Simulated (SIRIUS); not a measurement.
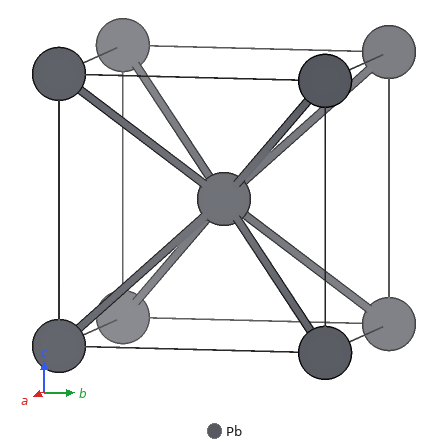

System: Pb, space group Im-3m (No. 229). The picture shows the conventional cell.

The given structure:
```
Pb
1.0
    -1.97966    1.97966    1.97966
     1.97966   -1.97966    1.97966
     1.97966    1.97966   -1.97966
Pb
1
Cartesian
  0.0000 0.0000 0.0000
```

How it was computed, with SIRIUS 7.12.0: plane-wave DFT, no spin polarisation; energies at scaled volumes of the given cell, shape and fractions fixed, counted from the fit's minimum, third-order Birch-Murnaghan fit. Level: PBEsol.

k mesh 9×9×9; occupations Fermi–Dirac; smearing width 0.05 eV; potentials dojo sr pbesol 0.4.1 standard; wave cutoff 765.3 eV; density cutoff 3061 eV.

Describe the result: the energy and pressure against volume. The volume takes the values 29.17, 29.79, 30.41, 31.03, 31.65, 32.27, 32.90 Å³/atom.

A third-order Birch–Murnaghan fit gives V0 = 29.68 Å³/atom, B0 = 49 GPa and B′ = 5.8. The energy is 1.36 meV/atom at volume 29.17 Å³/atom and 42.18 meV/atom at 32.90 Å³/atom; the lowest computed point is at volume 29.79 Å³/atom (0.08 meV/atom), and no other minimum shows. The pressure falls from 0.87 GPa at volume 29.17 Å³/atom to −3.73 GPa at 32.90 Å³/atom, and changes sign near 29.68 Å³/atom.

| volume (Å³/atom) | energy (meV/atom) | pressure (GPa) |
| --- | --- | --- |
| 29.17 | 1.36 | 0.87 |
| 29.79 | 0.08 | −0.19 |
| 30.41 | 2.64 | −1.12 |
| 31.03 | 8.56 | −1.93 |
| 31.65 | 17.39 | −2.62 |
| 32.27 | 28.72 | −3.22 |
| 32.90 | 42.18 | −3.73 |

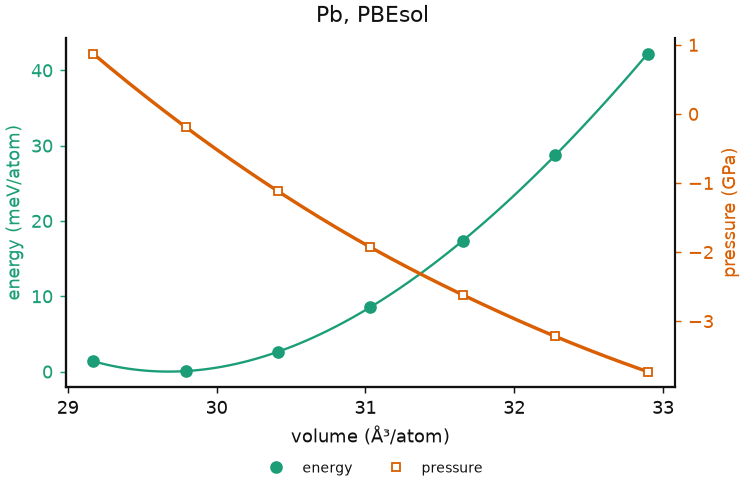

Note: spin-orbit coupling left out, heavy elements.
